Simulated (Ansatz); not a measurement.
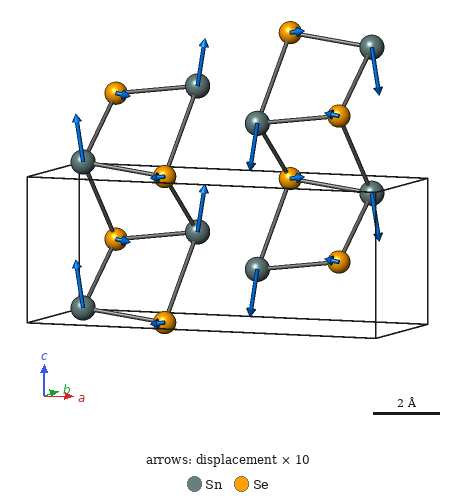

A relaxation of crystalline SnSe (set up in Pnma). The starting structure is drawn; blue arrows show the displacements (the part carried along by the change of the cell is left out), 10 times their true length.

Style: ball-and-stick. Shown: the cell of the calculation, repeated 1 × 1 × 2 with one cell outlined, slightly off an axis.

The run lets cell and atoms move.

All numbers below come from Ansatz 0.2.0, Kohn-Sham DFT of a periodic cell, r2SCAN with D4, Ansatz PAW.

The input:
```yaml
crystal:
  lattice:
    - [11.42, 0.0, 0.0]
    - [0.0, 4.19, 0.0]
    - [0.0, 0.0, 4.46]
  atoms:
    - { symbol: Sn, position: [0.877, 0.75, 0.909] }
    - { symbol: Sn, position: [0.623, 0.25, 0.409] }
    - { symbol: Sn, position: [0.377, 0.75, 0.591] }
    - { symbol: Sn, position: [0.123, 0.25, 0.091] }
    - { symbol: Se, position: [0.643, 0.75, 0.984] }
    - { symbol: Se, position: [0.857, 0.25, 0.484] }
    - { symbol: Se, position: [0.143, 0.75, 0.516] }
    - { symbol: Se, position: [0.357, 0.25, 0.016] }
hamiltonian:
  xc: r2scan
  pseudopotentials: { kind: paw }
  dispersion: d4
kpoints:
  mp_grid: { grid: [3, 6, 6] }
scf:
  occupations: { method: fermi_dirac, width: 0.05 }
output:
  forces: true
  stress: true
  eigenvalues: true
relax:
  f_tol: 0.01
  max_steps: 40
  cell: { stress_tol: 0.05 }
```

Run as
```bash
ansatz run input.yaml --threads 4 --pin off --max-ram 11264MiB --backend cpu --events-out ev --progress --plain --runs-dir out
```

Which element moves most?

Answer. Tin: up to 0.15 Å, against 0.05 Å for selenium.

What did the optimiser do to the structure, and how much energy did it gain?

Answer. After 7 accepted moves (9 points after the start) the energy has fallen by 18.8 meV per atom. Largest force component: 0.2 eV/Å at the start, 0.00058 eV/Å at the end. Pressure: 1.05 GPa at the start and 0.01 GPa at the end. The line search rejected the trial step at point 5 of the run. The SCF was repeated once at an unchanged geometry on a basis and grid sized afresh for the cell, which shifted the energy by 0.1 meV per atom at most. The largest moves relative to the cell, 0.15 Å, are those of Sn atoms. Largest moves by element: Sn 0.15 Å, Se 0.05 Å. The drawn cell changes as follows: a 11.420 → 11.671 Å (+2.2 %), b 4.190 → 4.125 Å (−1.6 %), c 4.460 → 4.649 Å (+4.2 %); the volume changes by +4.9 %. Among the contacts that change: Se–Sn 3.319 → 3.514 Å, Se–Sn 2.834 → 2.768 Å, Se–Sn 2.693 → 2.753 Å. Among the angles between lasting bonds that change: Sn–Se–Sn 99.4° → 103.3°. The space group stays Pnma (No. 62). The run took 2.7 min on 4 threads of Arm Neoverse V2 (shared host), peak memory 1.5 GiB.
